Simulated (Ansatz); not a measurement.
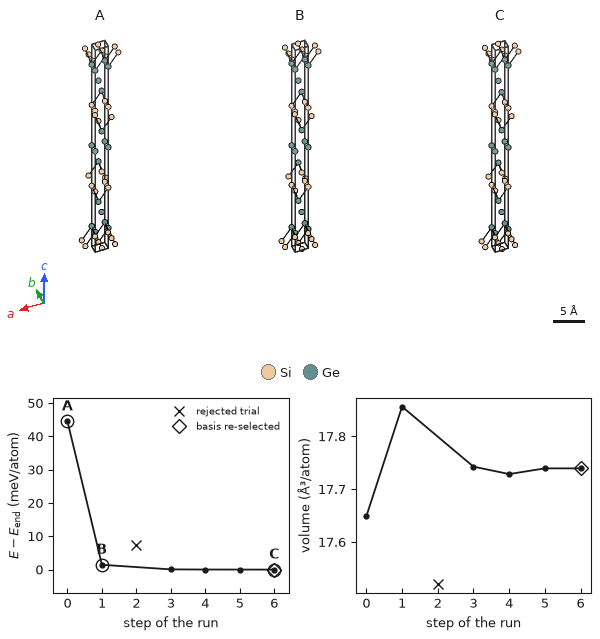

Frames of a relaxation of solid Si2Ge3 (a generated structure, set up in R-3m), marked on the history of the run. Style: ball-and-stick. Shown: the conventional cell (3 times the calculation's cell), from a free direction. Lengths and directions refer to the drawn axes.

Method: DFT PBE, scalar-relativistic, plane waves, PAW in Ansatz 0.2.0. (plane-wave cutoff 420 eV; k-point mesh 12 × 12 × 12; occupations gaussian; smearing width 0.1 eV; no spin polarisation; cell and atoms relaxed; force threshold 0.01 eV/Å; at most 80 steps)

> What happens along the run?

The largest moves relative to the cell, 0.21 Å, are those of Ge atoms. Largest moves by element: Ge 0.21 Å, Si 0.18 Å. The volume changes by +0.5 %, with a = b 2.922 → 2.932 Å (+0.3 %), c 35.792 → 35.739 Å (−0.1 %). Near-neighbour distances that change, for instance: Ge–Si 2.922 → 2.898 Å. The space group stays R-3m (No. 166). Over 4 accepted moves (6 points after the start) the energy falls by 44.5 meV per atom. Largest force component: 0.45 eV/Å at the start, 0.0014 eV/Å at the end. The pressure goes from 0.59 to −0.02 GPa. The line search rejected the trial step at point 2 of the run. At 1 point the geometry stayed and the basis and grid were re-selected for the new cell (energy shift of less than 0.05 meV per atom at most each time). From step 0 to 1: Ge atoms move most (0.19 Å), volume +1.2 %, energy −43.0 meV per atom. From step 1 to 6: Si atoms move most (0.03 Å), volume −0.7 %, energy −1.5 meV per atom.

```json
{"step": "0", "E − E(0), meV/atom": "0.00", "largest force component, eV/Å": "0.4457", "pressure, GPa": "0.59", "volume, Å³/atom": "17.649", "note": ""}
{"step": "1", "E − E(0), meV/atom": "-43.04", "largest force component, eV/Å": "0.1876", "pressure, GPa": "-0.62", "volume, Å³/atom": "17.856", "note": ""}
{"step": "2", "E − E(0), meV/atom": "-37.09", "largest force component, eV/Å": "0.5474", "pressure, GPa": "1.45", "volume, Å³/atom": "17.520", "note": "rejected"}
{"step": "3", "E − E(0), meV/atom": "-44.43", "largest force component, eV/Å": "0.0432", "pressure, GPa": "-0.07", "volume, Å³/atom": "17.743", "note": ""}
{"step": "4", "E − E(0), meV/atom": "-44.47", "largest force component, eV/Å": "0.0038", "pressure, GPa": "0.03", "volume, Å³/atom": "17.729", "note": ""}
{"step": "5", "E − E(0), meV/atom": "-44.48", "largest force component, eV/Å": "0.0014", "pressure, GPa": "-0.02", "volume, Å³/atom": "17.740", "note": ""}
{"step": "6", "E − E(0), meV/atom": "-44.49", "largest force component, eV/Å": "0.0014", "pressure, GPa": "-0.02", "volume, Å³/atom": "17.740", "note": "same geometry, new basis"}
```
